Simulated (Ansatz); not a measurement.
**Single-point calculation, with input and output: Mo (part 1 of 2)**

System: Mo (P1, 8 atoms in the cell).
Method: DFT, PBE, plane waves, PAW, Ueff = 2.44 eV on Mo d, spin-polarised (Ansatz 0.2.0).

The structure is a deliberately distorted cell. Figures and captions count atoms from 1; the log counts them from 0 in places.

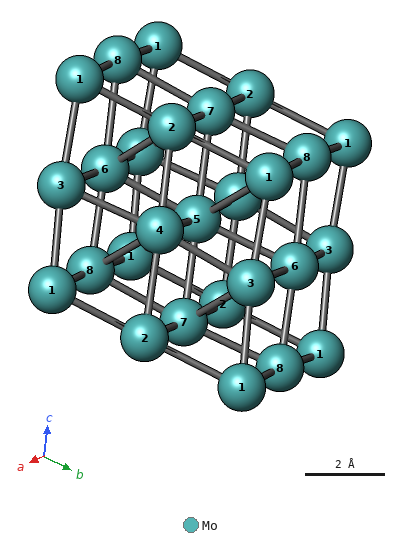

Fig. 1: The input geometry (ball-and-stick view of the cell of the calculation, set on other vectors, seen slightly off an axis; atoms are numbered from 1 in the order of the input).

**The input**
```yaml
crystal:
  lattice:
    - [-3.217628, 3.13956, 3.163872]
    - [3.187331, -3.150675, 3.14469]
    - [3.162047, 3.095094, -3.174986]
  atoms:
    - { symbol: Mo, position: [0.994363, 0.993585, 0.001032], spin: 0.2 }
    - { symbol: Mo, position: [0.029725, 0.014732, 0.510114], spin: 0.2 }
    - { symbol: Mo, position: [0.007983, 0.487865, 0.987424], spin: 0.2 }
    - { symbol: Mo, position: [0.985485, 0.49965, 0.488203], spin: 0.2 }
    - { symbol: Mo, position: [0.514687, 0.989007, 0.000532], spin: 0.2 }
    - { symbol: Mo, position: [0.4993, 0.992286, 0.50413], spin: 0.2 }
    - { symbol: Mo, position: [0.502782, 0.492064, 0.993137], spin: 0.2 }
    - { symbol: Mo, position: [0.500864, 0.50793, 0.497638], spin: 0.2 }
kpoints:
  mp_grid: { grid: [3, 3, 3], shift: [0.5, 0.5, 0.0] }
magnetization:
  spin_polarized: true
scf:
  occupations: { method: gaussian, width: 0.0437 }
hamiltonian:
  pseudopotentials: { kind: paw }
  xc: pbe
  hubbard: { projectors: atomic, sites: [{ species: Mo, l: d, u_eff: 2.44 }] }
basis:
  ecutwfc: 420
output:
  forces: true
  stress: true
  eigenvalues: true
  write_density: true
  write_potential: true
  elf: true
  volumetric_format: npy
```

Run as:
```bash
ansatz run input.yaml --threads 1 --pin off --max-ram 2560MiB --backend cpu --events-out ev --progress --plain --runs-dir out
```

**What the program printed**
```
Engine: ansatz 0.2.0, x86_64-unknown-linux-gnu
Pseudopotentials: kind: paw
Pseudopotential: Mo, paw, valence charge 14, recommended cutoff 420 eV (normal), Mo.paw.azcp
Functional definition: PBE
  parameter kappa = 0.804
  parameter beta = 0.06672455060314922
  exchange = pbe_x(kappa = kappa, mu = beta*pi^2/3)
  correlation = pbe_c(beta = beta)
Crystal: 8 atoms, lattice volume = 124.853 Å³
Basis set: ecut = 420 eV, 2441 PW (Γ), exchange–correlation on 80×80×80 points (8 copies of the dense FFT grid, shifted against one another)
Bands: 69, of which v1, the nominal top of the filled ones, is band 56 counted from 1 (55 counted from 0)
Symmetry: 1 space group operations
Space group: P1 (ITA 1), of the structure as read, at distance tolerance 5.0e-5 Å
Magnetic group: BNS 1.1 (UNI 1), of the structure as read, at distance tolerance 5.0e-5 Å
k-points: 14 of 27 (time reversal used)
Non-local potential: Mo, projectors of the file, l = 0: 3, l = 1: 2, l = 2: 2, l = 3: 1
PAW form: soft (Blöchl's): semilocal exchange-correlation on the pseudo side does not see the compensation charge
PAW one-centre angular grid: Mo, 590 points (default); XC on 64 Gauss nodes
Initial density: superposition of atomic densities (chi_scale 0.1, normalization cell)
Starting moments: Σ|m| = 1.6 μB on 8 of 8 sites
Initial wavefunctions: pseudopotential atomic-orbital guess
Functional: x = pbe(κ = 0.804, μ = 0.2195149727645171), c = pbe(β = 0.06672455060314922)
SCF iter   1: F=—  HF=-39628.169655 eV  |F-HF|=—  |Δ(HF+E_count)|=         —  Δρ=5.92e-2 (↑5.92e-2 ↓4.64e-2)  dr2=1.34e1  dr2_m=1.07e-1  M=0.309 μB ∫|m|=0.311 μB  β_m=0.30  ethr=3.10e-3  ⟨swp⟩=4.9  Hψ=6342  notcnv=0
preconditioner: auto → Kerker (q_TF=auto, 2.679 Å⁻¹)  [metal: Δε(μ)=0.037 eV  Ē_g=4.825 eV  σ=0.044 eV  W_gap=0.45  n_scr=42 (ndim 8)  ℏωp=23.0 eV  f_vac=0.000  D(μ)=3.62/eV (n_scr^D=18)]
spin=Collinear: Kerker preconditioning applied to the charge; magnetization (m = ρ↑ − ρ↓) channel mixes plain (no charge-response kernel on spin).
SCF iter   2: F=—  HF=-39627.381985 eV  |F-HF|=—  |Δ(HF+E_count)|=   7.88e-1  Δρ=4.26e-2 (↑4.26e-2 ↓3.35e-2)  dr2=6.66e0  dr2_m=6.44e-2  M=0.160 μB ∫|m|=0.176 μB  β_m=0.30  ethr=3.10e-3  ⟨swp⟩=2.1  Hψ=3050  notcnv=0  defer=161
preconditioner: auto → Resta (q_TF=auto, 2.679 Å⁻¹)  ε∞=24.5  [insulator: Δε(μ)=0.080 eV  Ē_g=4.754 eV  σ=0.044 eV  W_gap=0.52  n_scr=42 (ndim 8)  ℏωp=23.0 eV  f_vac=0.000  D(μ)=2.47/eV (n_scr^D=12)  ε∞_Penn≈24.5]
spin=Collinear: Resta preconditioning applied to the charge; magnetization (m = ρ↑ − ρ↓) channel mixes plain (no charge-response kernel on spin).
SCF iter   3: F=—  HF=-39625.963148 eV  |F-HF|=—  |Δ(HF+E_count)|=    1.42e0  Δρ=1.05e-2 (↑8.45e-3 ↓1.05e-2)  dr2=1.18e-1  dr2_m=3.40e-2  M=0.113 μB ∫|m|=0.136 μB  β_m=0.30  ethr=3.10e-3  ⟨swp⟩=2.0  Hψ=3343  notcnv=0  defer=161
SCF iter   4: F=—  HF=-39626.469897 eV  |F-HF|=—  |Δ(HF+E_count)|=   5.07e-1  Δρ=7.37e-3 (↑4.85e-3 ↓7.37e-3)  dr2=4.61e-2  dr2_m=1.76e-2  M=0.105 μB ∫|m|=0.119 μB  β_m=0.30  ethr=1.06e-4  ⟨swp⟩=1.6  Hψ=2304  notcnv=0  defer=159
SCF iter   5: F=—  HF=-39626.724508 eV  |F-HF|=—  |Δ(HF+E_count)|=   2.55e-1  Δρ=3.00e-3 (↑3.00e-3 ↓2.90e-3)  dr2=1.49e-3  dr2_m=9.37e-3  M=0.091 μB ∫|m|=0.102 μB  β_m=0.30  ethr=4.11e-5  ⟨swp⟩=2.1  Hψ=3310  notcnv=0  defer=159
SCF iter   6: F=—  HF=-39626.845860 eV  |F-HF|=—  |Δ(HF+E_count)|=   1.21e-1  Δρ=2.28e-3 (↑1.98e-3 ↓2.28e-3)  dr2=5.18e-4  dr2_m=4.95e-3  M=0.083 μB ∫|m|=0.091 μB  β_m=0.30  ethr=1.33e-6  ⟨swp⟩=2.0  Hψ=2766  notcnv=0  defer=159
SCF iter   7: F=—  HF=-39626.907016 eV  |F-HF|=—  |Δ(HF+E_count)|=   6.12e-2  Δρ=1.65e-3 (↑1.54e-3 ↓1.65e-3)  dr2=3.63e-4  dr2_m=2.69e-3  M=0.073 μB ∫|m|=0.081 μB  β_m=0.30  ethr=4.63e-7  ⟨swp⟩=2.2  Hψ=3016  notcnv=0  defer=159
Mixer restart at iter 7: flushing history
spin-set hold released at iteration 7 (site moments contracting): the magnetisation degrees of freedom join the quasi-Newton model from the next iteration; the mixer history was flushed
SCF iter   8: F=—  HF=-39626.937981 eV  |F-HF|=—  |Δ(HF+E_count)|=   3.10e-2  Δρ=1.29e-3 (↑1.14e-3 ↓1.29e-3)  dr2=3.90e-4  dr2_m=1.48e-3  M=0.065 μB ∫|m|=0.071 μB  β_m=0.65  ethr=3.24e-7  ⟨swp⟩=2.0  Hψ=2435  notcnv=0  defer=159
SCF iter   9: F=—  HF=-39626.969987 eV  |F-HF|=—  |Δ(HF+E_count)|=   3.20e-2  Δρ=3.14e-4 (↑2.70e-4 ↓3.14e-4)  dr2=1.44e-4  dr2_m=2.95e-5  M=0.029 μB ∫|m|=0.036 μB  β_m=0.82  ethr=3.24e-7  ⟨swp⟩=2.0  Hψ=3336  notcnv=0  defer=159
SCF iter  10: F=—  HF=-39626.970085 eV  |F-HF|=—  |Δ(HF+E_count)|=   9.78e-5  Δρ=1.15e-4 (↑1.15e-4 ↓1.08e-4)  dr2=1.56e-5  dr2_m=7.44e-6  M=0.018 μB ∫|m|=0.024 μB  β_m=0.91  ethr=1.28e-7  ⟨swp⟩=1.9  Hψ=2379  notcnv=0  defer=166
SCF iter  11: F=—  HF=-39626.970113 eV  |F-HF|=—  |Δ(HF+E_count)|=   2.79e-5  Δρ=5.29e-5 (↑4.30e-5 ↓5.29e-5)  dr2=5.87e-6  dr2_m=2.04e-6  M=0.010 μB ∫|m|=0.014 μB  β_m=0.96  ethr=1.39e-8  ⟨swp⟩=2.6  Hψ=3314  notcnv=0  defer=166
SCF iter  12: F=—  HF=-39626.970119 eV  |F-HF|=—  |Δ(HF+E_count)|=   6.12e-6  Δρ=4.06e-5 (↑4.06e-5 ↓3.14e-5)  dr2=4.92e-6  dr2_m=1.03e-6  M=0.007 μB ∫|m|=0.010 μB  β_m=0.98  ethr=5.24e-9  ⟨swp⟩=2.5  Hψ=2875  notcnv=0  defer=166
SCF iter  13: F=—  HF=-39626.970123 eV  |F-HF|=—  |Δ(HF+E_count)|=   4.26e-6  Δρ=1.77e-5 (↑1.77e-5 ↓1.39e-5)  dr2=2.35e-7  dr2_m=2.49e-7  M=0.003 μB ∫|m|=0.005 μB  β_m=0.99  ethr=4.39e-9  ⟨swp⟩=2.5  Hψ=2901  notcnv=0  defer=166
SCF iter  14: F=—  HF=-39626.970125 eV  |F-HF|=—  |Δ(HF+E_count)|=   1.44e-6  Δρ=1.01e-5 (↑8.93e-6 ↓1.01e-5)  dr2=7.00e-7  dr2_m=2.30e-8  M=0.001 μB ∫|m|=0.002 μB  β_m=0.99  ethr=8.93e-11  ⟨swp⟩=12.9  Hψ=12692  notcnv=0
iter 15 did not close the SCF: its close was put off for a magnetic moment that had not settled (scf_convergence_deferred on its scf_iter line)
SCF iter  15: F=-39626.970125 eV  HF=-39626.970125 eV  |F-HF|=4.05e-8  |Δ(HF+E_count)|=   4.52e-8  Δρ=3.92e-6 (↑3.92e-6 ↓2.40e-6)  dr2=5.63e-8  dr2_m=4.70e-9  M=0.000 μB ∫|m|=0.001 μB  β_m=0.92  ethr=8.93e-11  ⟨swp⟩=4.9  Hψ=10605  notcnv=0
iter 16 did not close the SCF: its close was put off for a magnetic moment that had not settled (scf_convergence_deferred on its scf_iter line)
SCF iter  16: F=-39626.970125 eV  HF=-39626.970125 eV  |F-HF|=5.98e-9  |Δ(HF+E_count)|=   1.12e-8  Δρ=1.60e-6 (↑1.41e-6 ↓1.60e-6)  dr2=9.30e-9  dr2_m=1.68e-9  M=0.000 μB ∫|m|=0.001 μB  β_m=0.96  ethr=5.03e-11  ⟨swp⟩=4.5  Hψ=9213  notcnv=0
iter 17 did not close the SCF: its close was put off for a magnetic moment that had not settled (scf_convergence_deferred on its scf_iter line)
SCF iter  17: F=-39626.970125 eV  HF=-39626.970125 eV  |F-HF|=7.93e-10  |Δ(HF+E_count)|=   3.25e-9  Δρ=1.19e-6 (↑1.19e-6 ↓6.58e-7)  dr2=2.04e-9  dr2_m=8.64e-10  M=0.000 μB ∫|m|=0.001 μB  β_m=0.98  ethr=8.30e-12  ⟨swp⟩=4.0  Hψ=8962  notcnv=0
iter 18 did not close the SCF: its close was put off for a magnetic moment that had not settled (scf_convergence_deferred on its scf_iter line)
SCF iter  18: F=-39626.970125 eV  HF=-39626.970125 eV  |F-HF|=3.35e-10  |Δ(HF+E_count)|=   2.20e-9  Δρ=6.64e-7 (↑6.64e-7 ↓5.33e-7)  dr2=1.19e-10  dr2_m=3.99e-10  M=-0.000 μB ∫|m|=0.001 μB  β_m=0.99  ethr=1.82e-12  ⟨swp⟩=4.0  Hψ=8354  notcnv=0
iter 19 did not close the SCF: its close was put off for a magnetic moment that had not settled (scf_convergence_deferred on its scf_iter line)
SCF iter  19: F=-39626.970125 eV  HF=-39626.970125 eV  |F-HF|=7.28e-11  |Δ(HF+E_count)|=   1.72e-9  Δρ=3.96e-7 (↑3.96e-7 ↓3.69e-7)  dr2=2.54e-10  dr2_m=1.44e-10  M=-0.000 μB ∫|m|=0.000 μB  β_m=0.99  ethr=1.00e-12  ⟨swp⟩=4.0  Hψ=8809  notcnv=0
SCF iter  20: F=-39626.970125 eV  HF=-39626.970125 eV  |F-HF|=1.67e-10  |Δ(HF+E_count)|=  5.46e-10  Δρ=3.14e-7 (↑3.14e-7 ↓3.06e-7)  dr2=3.04e-10  dr2_m=8.23e-11  M=0.000 μB ∫|m|=0.000 μB  ethr=1.00e-12  ⟨swp⟩=3.8  Hψ=7774  notcnv=0
SCF 1 converged in 20 iterations: F = -39626.970125 eV  dr2 = 3.04e-10
  greatest PAW one-centre occupation: 0.998 electrons in one spin orbital (limit 2), on the Mo atom at site 1 (counted from 0), in its partial waves of l = 0
```

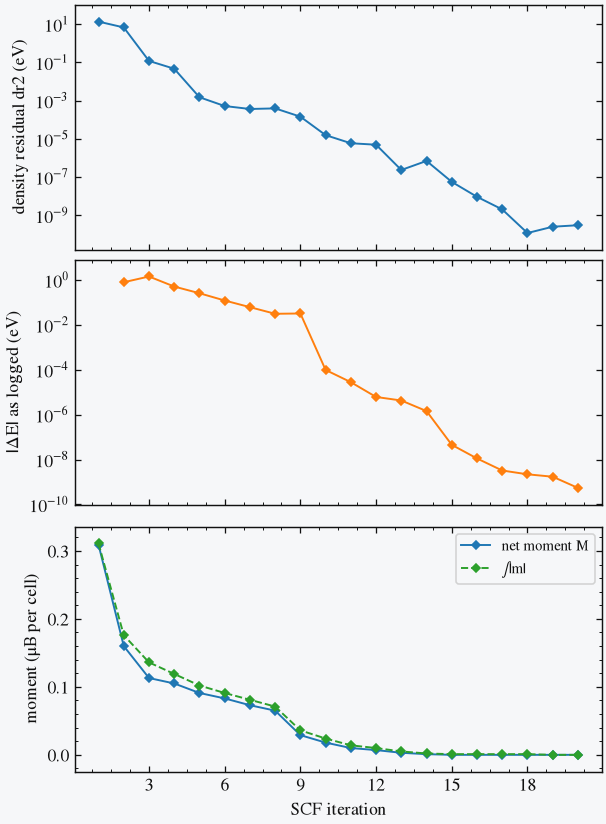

Fig. 2: Convergence of the self-consistent field: density residual dr2, size of the energy change and magnetic moment against the SCF iteration. The residual falls unevenly and jumps up by a factor of two or more 2 times on the way down. The net moment goes from 0.3 to 0.0 μB per cell, and ∫|m| falls to zero.

```
WARN: the starting moments were not kept: the SCF closed with an absolute magnetisation of 2.6e-4 μB, where they sum to 1.6 μB in size (8 sites). That is at most 0.1 of that sum. Measured as dr2_m measures the in/out step, that magnetisation stands 2.8e-9 eV from none, at or under the dr2_threshold of 1.0e-7 eV: it is no larger than a step whose dr2_m would equal this threshold. The system may hold no moment; this SCF shows only that its start led to no more than that. To try another start: raise the starting moments (crystal.atoms[].spin, magnetization.per_species, magnetization.initial_magnetization, or on a non-collinear deck that types none of these the spinor_matrix: blocks that start its atoms; where the total moment is fixed, keep their sum and leave initial_magnetization as it is; typed ones take the place of any that the run laid by itself, positive ones on a crystal's lanthanoids without a Hubbard term where scf.initial_density.shell_occupations: [] is typed) or, if the notice of its spin-set hold's release reads "site moments contracting" or "site moments show no strong build", lengthen the hold (scf.mixing.spin_hold: { on: { confirm: 4 } }; for m-r²SCAN on two components see the key's manual first). Each may lead to a state that holds a moment. A second SCF, from the converged charge density, with the starting moments and any scf.initial_density.shell_occupations laid on it anew, would have followed, and was not run: the deck does not ask for one (magnetization.retry_lost_moments is false, the default). To let it run, set magnetization.retry_lost_moments: true and run the deck again, where that key's refused combinations let it; where memory then withholds it, that run's warning says so.
SCF converged after 20 iterations
Magnetization: 0.0000 μB (56.0000 up, 56.0000 down)
Absolute magnetization: 0.0003 μB (∫|ρ↑−ρ↓|, with the PAW one-centre terms)
Spin contamination: 0.0000 ħ² per cell (⟨S²⟩ above its minimum at these occupations)
```
